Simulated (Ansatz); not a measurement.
## Geometry relaxation, with input and output: Ni$_{2}$Si (part 2 of 2)

The same run, continued: Ni$_{2}$Si (Pnma, 12 atoms in the cell); DFT PBE, scalar-relativistic, plane waves, PAW, no spin polarisation (Ansatz 0.2.0); cutoff 420 eV, 8×10×6 k-mesh, Gaussian smearing of 0.1 eV. The structure derives from an entry of the Crystallography Open Database. It belongs to a series of runs on one base structure; here: volume × 0.97, shape and atoms relaxed.

Geometry of the input (Å; fractional positions):
```
4.9713  0.0000  0.0000
0.0000  3.6922  0.0000
0.0000  0.0000  7.0051
Si 0.2868  0.7500  0.6147
Si 0.7132  0.2500  0.3853
Si 0.2132  0.2500  0.1147
Si 0.7868  0.7500  0.8853
Ni 0.9594  0.7500  0.2038
Ni 0.0406  0.2500  0.7962
Ni 0.5406  0.2500  0.7038
Ni 0.4594  0.7500  0.2962
Ni 0.8306  0.7500  0.5603
Ni 0.1694  0.2500  0.4397
Ni 0.6694  0.2500  0.0603
Ni 0.3306  0.7500  0.9397
```

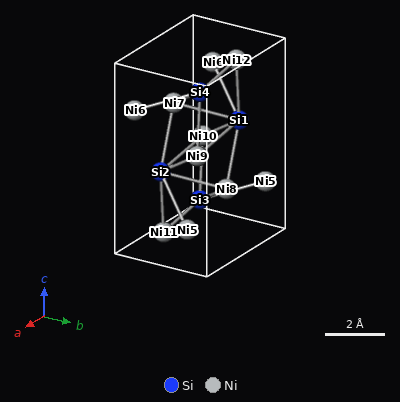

The geometry at step 3 of the log (ball-and-stick view of the cell of the calculation, seen at an oblique angle; atoms are numbered from 1 in the order of the input).

**Output, continued**
```
SCF iter   1: F=—  HF=-49267.511866 eV  |F-HF|=—  |Δ(HF+E_count)|=         —  Δρ=2.38e-4  dr2=1.52e-6  ethr=3.49e-7  ⟨swp⟩=3.0  Hψ=70128  notcnv=0
preconditioner: auto → Kerker (q_TF=auto, 2.830 Å⁻¹)  [metal: Δε(μ)=0.001 eV  Ē_g=7.372 eV  σ=0.100 eV  W_gap=0.00  n_scr=52 (ndim 8)  ℏωp=32.1 eV  f_vac=0.000  D(μ)=6.38/eV (n_scr^D=56)]
SCF iter   2: F=—  HF=-49267.511894 eV  |F-HF|=—  |Δ(HF+E_count)|=   2.77e-5  Δρ=1.21e-4  dr2=3.96e-7  ethr=9.51e-10  ⟨swp⟩=2.0  Hψ=20531  notcnv=0
SCF iter   3: F=—  HF=-49267.511928 eV  |F-HF|=—  |Δ(HF+E_count)|=   3.36e-5  Δρ=3.39e-6  dr2=5.94e-9  ethr=2.48e-10  ⟨swp⟩=1.0  Hψ=11520  notcnv=0
iter 4 did not close the SCF: its close was put off for the readings that it lacked (scf_convergence_deferred on its scf_iter line)
SCF iter   4: F=-49267.511928 eV  HF=-49267.511928 eV  |F-HF|=7.28e-12  |Δ(HF+E_count)|=   4.18e-9  Δρ=4.64e-7  dr2=1.48e-10  ethr=3.71e-12  ⟨swp⟩=2.0  Hψ=18578  notcnv=0
iter 5 did not close the SCF: its close was put off for the readings that it lacked (scf_convergence_deferred on its scf_iter line)
SCF iter   5: F=-49267.511928 eV  HF=-49267.511928 eV  |F-HF|=2.18e-11  |Δ(HF+E_count)|=  2.18e-11  Δρ=2.17e-7  dr2=4.81e-11  ethr=1.00e-12  ⟨swp⟩=1.0  Hψ=11520  notcnv=0
iter 6 did not close the SCF: its close was put off for the readings that it lacked (scf_convergence_deferred on its scf_iter line)
SCF iter   6: F=-49267.511928 eV  HF=-49267.511928 eV  |F-HF|=1.46e-11  |Δ(HF+E_count)|=    0.00e0  Δρ=3.74e-8  dr2=1.66e-12  ethr=1.00e-12  ⟨swp⟩=1.0  Hψ=11520  notcnv=0
iter 7 did not close the SCF: its close was put off for the readings that it lacked (scf_convergence_deferred on its scf_iter line)
SCF iter   7: F=-49267.511928 eV  HF=-49267.511928 eV  |F-HF|=1.46e-11  |Δ(HF+E_count)|=    0.00e0  Δρ=1.61e-8  dr2=2.71e-13  ethr=1.00e-12  ⟨swp⟩=1.0  Hψ=11520  notcnv=0
SCF iter   8: F=-49267.511928 eV  HF=-49267.511928 eV  |F-HF|=2.18e-11  |Δ(HF+E_count)|=    0.00e0  Δρ=6.95e-9  dr2=3.93e-14  ethr=1.00e-12  ⟨swp⟩=3.0  Hψ=42772  notcnv=0
SCF 5 converged in 8 iterations: F = -49267.511928 eV  dr2 = 3.93e-14
relax step   5: F+E_penalty+E_count = -49267.51192756 eV  Δ(F+E_penalty+E_count) = +1.390e-5 eV  max|allowed force component| = 7.726e-3 eV/Å  Δτ_max = 0.0000 Å  P = +6.135 GPa  Ω = 128.580 Å³  fix = [volume]  reactions: volume +6.135 GPa  stress off target by 7.42e-2 GPa on what of the cell is left free  SCF on the basis re-selected at this cell (its energy is not comparable with the rows above)  (8 SCF iters)
basis re-selected at this cell: Δ(F+E_penalty+E_count) = +1.390e-5 eV, ΔP = +0.000 GPa vs the last step (what re-selecting the basis moved, of the pressure what is left beyond the Pulay correction that the steps carried, after the strain that the cell walked since its last selection, with what the two solves' SCF thresholds leave and, on support functions, any second-order correction that the steps lacked; it is no measure of the basis error at this ecutwfc). This SCF's stress stands 7.42e-2 GPa from its target on what of the cell is left free (relax.cell.stress_tol is 1.00e-1 GPa) and its largest allowed force component is 7.73e-3 eV/Å (relax.f_tol is 1.00e-2 eV/Å): within both
SCF converged after 8 iterations
Free energy (F): -49267.511928 eV
Harris-Foulkes:  -49267.511928 eV  (|F-HF|=2.18e-11)
Internal energy: -49267.480010 eV  (E = F + TS)
E sigma→0 (E₀):  -49267.495969 eV
Entropy (-TS):   -0.031918 eV (-2.660 meV/atom)
Fermi energy:    17.637048 eV
--- Per-component energies (eV) ---
  E_band       = -2239.291157
  E_kinetic    = 2462.920384
  E_local      = -31521.674821  (includes V_loc(G=0)·N_el)
  E_nonlocal   = 5195.632428
  E_hartree    = 13474.475361
  E_xc         = -914.461123
  E_vxc        = -1082.723266  (∫ρ·V_xc dr)
  E_paw        = -15104.921583  (= ΣΔE_a)
  E_vpaw       = -4242.400744  (= ΣTr[D̂ρ^β])
  E_aug_tail   = 0.004123  (compensation charges beyond the density's cutoff)
  E_ewald      = -22859.454780
  E_smearing   = -0.031918  (= −TS)
  E_closure    = 0.000000  (closes the sum)
  Σ components = -49267.511928   (vs F -49267.511928, Δ=0.00e0)
--- Forces (eV/Å), atoms counted from 1 ---
  atom   1  Si     0.00476774     0.00000000    -0.00100203
  atom   2  Si    -0.00476774     0.00000000     0.00100203
  atom   3  Si    -0.00476774    -0.00000000    -0.00100203
  atom   4  Si     0.00476774     0.00000000     0.00100203
  atom   5  Ni    -0.00223683    -0.00000000    -0.00196785
  atom   6  Ni     0.00223683     0.00000000     0.00196785
  atom   7  Ni     0.00223683     0.00000000    -0.00196785
  atom   8  Ni    -0.00223683    -0.00000000     0.00196785
  atom   9  Ni     0.00359830    -0.00000000    -0.00772582
  atom  10  Ni    -0.00359830     0.00000000     0.00772582
  atom  11  Ni    -0.00359830     0.00000000    -0.00772582
  atom  12  Ni     0.00359830    -0.00000000     0.00772582
  max |Σ_I F_I| component: 6.94e-18 eV/Å
--- Stress (GPa, compression-positive) ---
        6.206284       0.000000       0.000000
        0.000000       6.061188      -0.000000
        0.000000      -0.000000       6.138570
  P = ⅓ Tr σ = 6.1353 GPa (61.353 kbar)
--- Band table (eV; the first three rows and the last of 120) ---
  k-point 0: bands = ["-85.9834", "-85.9828", "-85.9780", "-85.9780", "-85.8306", "-85.8301", "-85.8221", "-85.8220", "-46.4589", "-46.4558", "-46.4546", "-46.4497", "-46.4175", "-46.4045", "-46.3894", "-46.3785", "-46.3623", "-46.3595", "-46.3334", "-46.3307", "-46.3126", "-46.3113", "-46.3093", "-46.3085", "-46.2599", "-46.2547", "-46.2158", "-46.2146", "-46.1873", "-46.1795", "-46.1394", "-46.1387", "4.7696", "7.3662", "7.4584", "9.3741", "10.8834", "11.3411", "12.0769", "12.4195", "12.7342", "12.9580", "13.0640", "13.1208", "13.3856", "13.4424", "13.6128", "13.6951", "14.0374", "14.1126", "14.2194", "14.3146", "14.4037", "14.4436", "14.8142", "14.9566", "15.0000", "15.1469", "15.2736", "15.3349", "15.3995", "15.4210", "15.5990", "15.6796", "15.6838", "15.7274", "15.7298", "15.8803", "15.9666", "15.9869", "16.0358", "16.2357", "16.2558", "16.4017", "16.4134", "16.5176", "16.6706", "16.6936", "17.0313", "17.4785", "18.3588", "18.5700", "19.4071", "19.9737", "20.1026", "20.5526", "21.1941", "21.1993", "21.8977", "22.3158", "22.8172", "23.0039", "23.8592", "23.9566", "24.2531", "25.4487"]
  k-point 1: bands = ["-85.9833", "-85.9828", "-85.9780", "-85.9780", "-85.8305", "-85.8301", "-85.8221", "-85.8221", "-46.4589", "-46.4566", "-46.4537", "-46.4499", "-46.4168", "-46.4059", "-46.3881", "-46.3790", "-46.3621", "-46.3598", "-46.3332", "-46.3308", "-46.3125", "-46.3114", "-46.3093", "-46.3086", "-46.2595", "-46.2550", "-46.2157", "-46.2147", "-46.1868", "-46.1800", "-46.1393", "-46.1387", "4.8513", "6.6800", "8.1542", "9.3778", "10.9134", "11.4077", "11.8712", "12.3945", "12.7668", "12.7900", "13.1194", "13.3056", "13.3523", "13.4232", "13.5617", "13.7514", "14.0189", "14.0916", "14.1250", "14.2541", "14.4438", "14.5978", "14.7667", "14.9139", "14.9210", "15.1129", "15.3260", "15.3784", "15.3795", "15.3857", "15.6593", "15.6836", "15.7146", "15.7630", "15.8340", "15.8749", "15.9616", "16.0132", "16.0475", "16.2532", "16.2539", "16.3672", "16.4504", "16.5129", "16.6600", "16.8665", "16.9558", "17.4387", "18.2410", "18.5019", "18.9049", "19.4124", "20.9134", "21.1438", "21.1948", "21.2160", "21.7685", "22.3226", "22.5939", "23.2721", "23.8464", "24.0849", "24.2696", "25.2314"]
  k-point 2: bands = ["-85.9832", "-85.9829", "-85.9780", "-85.9780", "-85.8304", "-85.8302", "-85.8221", "-85.8221", "-46.4587", "-46.4575", "-46.4524", "-46.4504", "-46.4150", "-46.4090", "-46.3854", "-46.3804", "-46.3617", "-46.3603", "-46.3326", "-46.3313", "-46.3123", "-46.3117", "-46.3091", "-46.3087", "-46.2586", "-46.2560", "-46.2155", "-46.2149", "-46.1853", "-46.1814", "-46.1392", "-46.1389", "5.0941", "6.0272", "8.7923", "9.3550", "10.9995", "11.5029", "11.6194", "12.2309", "12.7030", "12.8610", "13.0373", "13.1811", "13.4691", "13.5337", "13.5470", "13.8388", "13.9334", "13.9999", "14.0327", "14.1679", "14.5084", "14.6725", "14.7934", "14.8475", "14.9604", "15.0600", "15.3019", "15.3441", "15.4604", "15.4841", "15.6538", "15.6756", "15.7044", "15.8483", "15.8846", "15.9125", "15.9659", "16.1029", "16.1056", "16.2467", "16.3125", "16.3414", "16.4615", "16.6234", "16.6873", "16.7655", "17.2561", "17.3533", "17.5034", "18.5862", "18.8098", "18.9569", "20.8575", "20.9084", "21.6315", "21.8342", "21.8886", "22.3235", "22.7023", "23.9180", "23.9387", "24.2085", "24.4828", "24.7035"]
  k-point 119: bands = ["-85.9804", "-85.9804", "-85.9804", "-85.9804", "-85.8263", "-85.8263", "-85.8263", "-85.8263", "-46.4554", "-46.4554", "-46.4554", "-46.4554", "-46.4008", "-46.4008", "-46.4008", "-46.4008", "-46.3532", "-46.3532", "-46.3532", "-46.3532", "-46.3018", "-46.3018", "-46.3018", "-46.3018", "-46.2321", "-46.2321", "-46.2321", "-46.2321", "-46.1647", "-46.1647", "-46.1647", "-46.1647", "8.3190", "8.3190", "8.3190", "8.3190", "10.3801", "10.3801", "10.3801", "10.3801", "13.1086", "13.1086", "13.1086", "13.1086", "13.5627", "13.5627", "13.5627", "13.5627", "14.1579", "14.1579", "14.1579", "14.1579", "14.5869", "14.5869", "14.5869", "14.5869", "14.9949", "14.9949", "14.9949", "14.9949", "15.3967", "15.3967", "15.3967", "15.3967", "15.6196", "15.6196", "15.6196", "15.6196", "15.8490", "15.8490", "15.8490", "15.8490", "16.1695", "16.1695", "16.1695", "16.1695", "16.9250", "16.9250", "16.9250", "16.9250", "18.1337", "18.1337", "18.1337", "18.1337", "20.2823", "20.2823", "20.2823", "20.2823", "23.1576", "23.1576", "23.1576", "23.1576", "24.5581", "24.5581", "24.5581", "24.5581"]
--- Relaxed structure (4 steps of the walk, 4 accepted, 1 SCFs on fresh bases) ---
  F+E_penalty+E_count = -49267.51192756 eV   max|allowed force component| = 7.726e-3 eV/Å   (the final SCF, on the basis selected at the relaxed cell)
  cell:  # Å, volume = 128.5801 Å³
    - [4.937214729715723, 6.046518003022191e-33, 1.1476505132000012e-32]
    - [4.490777990609374e-33, 3.707903783121119, -4.507838544250169e-33]
    - [1.617146653541531e-32, -8.552476088356442e-33, 7.023658493926131]
  atoms:
    - { symbol: Si, position: [0.2909225361581182, 0.75, 0.6134670507304093] }
    - { symbol: Si, position: [0.7090774638418817, 0.25, 0.386532949269591] }
    - { symbol: Si, position: [0.20907746384188183, 0.25, 0.11346705073040915] }
    - { symbol: Si, position: [0.7909225361581183, 0.75, 0.8865329492695909] }
    - { symbol: Ni, position: [0.9582150397926136, 0.75, 0.20671608720527454] }
    - { symbol: Ni, position: [0.041784960207386576, 0.25, 0.7932839127947255] }
    - { symbol: Ni, position: [0.5417849602073865, 0.25, 0.7067160872052747] }
    - { symbol: Ni, position: [0.45821503979261347, 0.75, 0.29328391279472543] }
    - { symbol: Ni, position: [0.8289011056768076, 0.75, 0.5605921787616425] }
    - { symbol: Ni, position: [0.17109889432319217, 0.25, 0.43940782123835775] }
    - { symbol: Ni, position: [0.6710988943231921, 0.25, 0.06059217876164232] }
    - { symbol: Ni, position: [0.32890110567680786, 0.75, 0.9394078212383578] }
```

**Trajectory as extended XYZ (Å, eV, eV/Å), 5 frames, from step=1 to step=5**
```
12
Lattice="4.9713 0.0000 0.0000 0.0000 3.6922 0.0000 0.0000 0.0000 7.0051" Properties=species:S:1:pos:R:3:forces:R:3 step=1 energy=-49267.50520 pressure_GPa=6.68
Si    1.4257    2.7692    4.3061    0.0466   0.0000   0.0028
Si    3.5457    0.9231    2.6990   -0.0466   0.0000  -0.0028
Si    1.0600    0.9231    0.8036   -0.0466   0.0000   0.0028
Si    3.9113    2.7692    6.2015    0.0466   0.0000  -0.0028
Ni    4.7695    2.7692    1.4279   -0.0249   0.0000   0.0658
Ni    0.2019    0.9231    5.5771    0.0249   0.0000  -0.0658
Ni    2.6875    0.9231    4.9305    0.0249   0.0000   0.0658
Ni    2.2838    2.7692    2.0746   -0.0249   0.0000  -0.0658
Ni    4.1291    2.7692    3.9249   -0.0149   0.0000   0.0014
Ni    0.8422    0.9231    3.0801    0.0149   0.0000  -0.0014
Ni    3.3279    0.9231    0.4224    0.0149   0.0000   0.0014
Ni    1.6434    2.7692    6.5827   -0.0149   0.0000  -0.0014
12
Lattice="4.9656 0.0000 0.0000 0.0000 3.6955 0.0000 0.0000 0.0000 7.0070" Properties=species:S:1:pos:R:3:forces:R:3 step=2 energy=-49267.50738 pressure_GPa=6.58
Si    1.4274    2.7716    4.3065    0.0442   0.0000  -0.0031
Si    3.5382    0.9239    2.7004   -0.0442   0.0000   0.0031
Si    1.0554    0.9239    0.8031   -0.0442   0.0000  -0.0031
Si    3.9102    2.7716    6.2039    0.0442   0.0000   0.0031
Ni    4.7617    2.7716    1.4317   -0.0147   0.0000   0.0475
Ni    0.2039    0.9239    5.5753    0.0147   0.0000  -0.0475
Ni    2.6867    0.9239    4.9352    0.0147   0.0000   0.0475
Ni    2.2789    2.7716    2.0718   -0.0147   0.0000  -0.0475
Ni    4.1237    2.7716    3.9260   -0.0191   0.0000  -0.0020
Ni    0.8418    0.9239    3.0809    0.0191   0.0000   0.0020
Ni    3.3246    0.9239    0.4225    0.0191   0.0000  -0.0020
Ni    1.6409    2.7716    6.5844   -0.0191   0.0000   0.0020
12
Lattice="4.9367 0.0000 0.0000 0.0000 3.7042 0.0000 0.0000 0.0000 7.0315" Properties=species:S:1:pos:R:3:forces:R:3 step=3 energy=-49267.51152 pressure_GPa=6.10
Si    1.4416    2.7781    4.3139   -0.0263   0.0000   0.0205
Si    3.4951    0.9260    2.7176    0.0263   0.0000  -0.0205
Si    1.0268    0.9260    0.7982    0.0263   0.0000   0.0205
Si    3.9099    2.7781    6.2333   -0.0263   0.0000  -0.0205
Ni    4.7271    2.7781    1.4529   -0.0021   0.0000   0.0132
Ni    0.2096    0.9260    5.5786    0.0021   0.0000  -0.0132
Ni    2.6779    0.9260    4.9686    0.0021   0.0000   0.0132
Ni    2.2587    2.7781    2.0629   -0.0021   0.0000  -0.0132
Ni    4.0930    2.7781    3.9385    0.0151   0.0000   0.0273
Ni    0.8437    0.9260    3.0930   -0.0151   0.0000  -0.0273
Ni    3.3120    0.9260    0.4227   -0.0151   0.0000   0.0273
Ni    1.6247    2.7781    6.6088    0.0151   0.0000  -0.0273
12
Lattice="4.9372 0.0000 0.0000 0.0000 3.7079 0.0000 0.0000 0.0000 7.0237" Properties=species:S:1:pos:R:3:forces:R:3 step=4 energy=-49267.51194 pressure_GPa=6.14
Si    1.4363    2.7809    4.3088    0.0047   0.0000  -0.0010
Si    3.5009    0.9270    2.7149   -0.0047   0.0000   0.0010
Si    1.0323    0.9270    0.7970   -0.0047   0.0000  -0.0010
Si    3.9050    2.7809    6.2267    0.0047   0.0000   0.0010
Ni    4.7309    2.7809    1.4519   -0.0023   0.0000  -0.0019
Ni    0.2063    0.9270    5.5718    0.0023   0.0000   0.0019
Ni    2.6749    0.9270    4.9637    0.0023   0.0000  -0.0019
Ni    2.2623    2.7809    2.0599   -0.0023   0.0000   0.0019
Ni    4.0925    2.7809    3.9374    0.0037   0.0000  -0.0077
Ni    0.8448    0.9270    3.0863   -0.0037   0.0000   0.0077
Ni    3.3134    0.9270    0.4256   -0.0037   0.0000  -0.0077
Ni    1.6239    2.7809    6.5981    0.0037   0.0000   0.0077
12
Lattice="4.9372 0.0000 0.0000 0.0000 3.7079 0.0000 0.0000 0.0000 7.0237" Properties=species:S:1:pos:R:3:forces:R:3 step=5 energy=-49267.51193 pressure_GPa=6.14
Si    1.4363    2.7809    4.3088    0.0048   0.0000  -0.0010
Si    3.5009    0.9270    2.7149   -0.0048   0.0000   0.0010
Si    1.0323    0.9270    0.7970   -0.0048   0.0000  -0.0010
Si    3.9050    2.7809    6.2267    0.0048   0.0000   0.0010
Ni    4.7309    2.7809    1.4519   -0.0022   0.0000  -0.0020
Ni    0.2063    0.9270    5.5718    0.0022   0.0000   0.0020
Ni    2.6749    0.9270    4.9637    0.0022   0.0000  -0.0020
Ni    2.2623    2.7809    2.0599   -0.0022   0.0000   0.0020
Ni    4.0925    2.7809    3.9374    0.0036   0.0000  -0.0077
Ni    0.8448    0.9270    3.0863   -0.0036   0.0000   0.0077
Ni    3.3134    0.9270    0.4256   -0.0036   0.0000  -0.0077
Ni    1.6239    2.7809    6.5981    0.0036   0.0000   0.0077
```

**Summary**

| quantity | value |
| --- | --- |
| outcome | converged |
| space group (tolerance 0.01 Å) | Pnma (62) |
| electrons treated | 160 |
| free energy | −49267.5119 eV |
| Fermi energy | 17.637 eV |
| gap on the k-point mesh | none (metallic) |
| pressure | 6.14 GPa |
| final volume | 128.58 Å³ |
| largest force (length of the vector) at the end | 0.009 eV/Å |
| final cell | a = 4.937 Å, b = 3.708 Å, c = 7.024 Å, α = 90.00°, β = 90.00°, γ = 90.00° |
| hardware | 2 threads of Intel Xeon @ 2.50GHz (Skylake/Cascade Lake), 189 GiB of memory available, shared host |
| wall time | 8.1 min (CPU time 16 min) |
| peak memory | 1.3 GiB |

**Remarks**

The run has no spin polarisation, so a magnetic state may lie lower. The cell is under a pressure of 6.1 GPa at this level, so it is not at its equilibrium volume.
